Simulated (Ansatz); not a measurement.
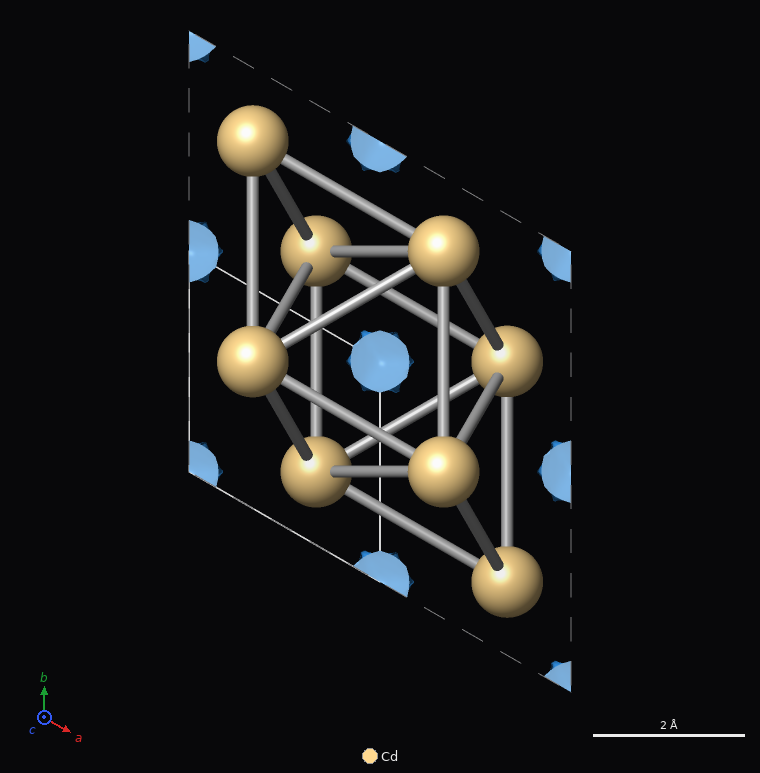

The blue surface encloses the points that the centre of a probe sphere of radius 0.35 Å can occupy in Cd (P6_3/mmc, No. 194), computed on a grid of about 0.12 Å (2×2×2 cells shown, view along the c axis; pale faces close the region where the box cuts it).

Atoms are hard spheres with metallic radii: Cd 1.51 Å.

The cell is taken from the geometry relaxed with DFT LDA, scalar-relativistic, plane waves, PAW in Ansatz.

```
CELL_PARAMETERS angstrom
2.92068 0.00000 0.00000
-1.46034 2.52939 0.00000
0.00000 0.00000 5.39271
ATOMIC_POSITIONS crystal
Cd 0.33333 0.66667 0.75000
Cd 0.66667 0.33333 0.25000
```

Is the space open to the probe made of pockets or channels?

They are isolated pockets that do not connect across cells.

What share of the cell can the probe's centre reach?

About 1.3 % of the volume (0.53 Å³ of 39.8 Å³).

Give the largest included and the largest free sphere.

The largest sphere that fits anywhere has a diameter of 1.30 Å; the largest that can travel through the crystal, about 0.6 Å.

How does the connectivity change as the probe shrinks?

Below a radius of about 0.28 Å the space forms a two-dimensional network in layers parallel to (001). Below a radius of about 0.18 Å the space forms a three-dimensional network. These are grid estimates, good to about 0.05 Å.
